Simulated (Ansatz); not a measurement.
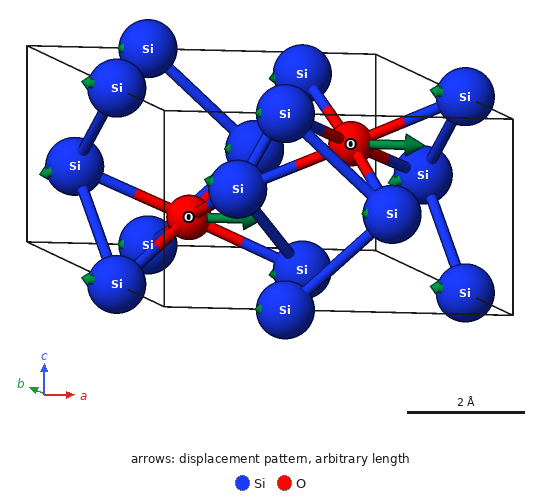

The lowest optical mode of a crystal of Si$_{3}$O (a generated structure), space group P6₃22 (No. 182), at the zone centre. Displacements are drawn as green arrows; their common scale and sign are arbitrary. The picture is a ball-and-stick view of the cell of the calculation, seen slightly off an axis.

The calculation used DFT PBEsol, scalar-relativistic, plane waves, PAW in Ansatz. (plane-wave cutoff 420 eV; k-point mesh 6 × 6 × 12; occupations fermi dirac; smearing width 0.15 eV; no spin polarisation)

The frequencies depend somewhat on the k-mesh and the smearing.

Q: Is this crystal at a minimum with respect to the drawn distortion?

A: No. This is the E₁ mode (doubly degenerate; one member of the set is drawn) at 394i cm⁻¹, the lowest optical level, infrared- and Raman-active by symmetry. It stretches the shortest O–Si bonds (2.15 Å); the kinetic energy is shared as O 82 %, Si 18 %. The crystal is a metal, so free carriers screen the infrared response. The frequency is imaginary, so the structure is unstable against this distortion. Freezing in the drawn pattern lowers the space group from P6₃22 to C2 (No. 5). In all, 5 levels are unstable: E₁ 394i cm⁻¹, A₂ 293i cm⁻¹, E₂ 170i cm⁻¹, B₁ 111i cm⁻¹, E₂ 77i cm⁻¹.
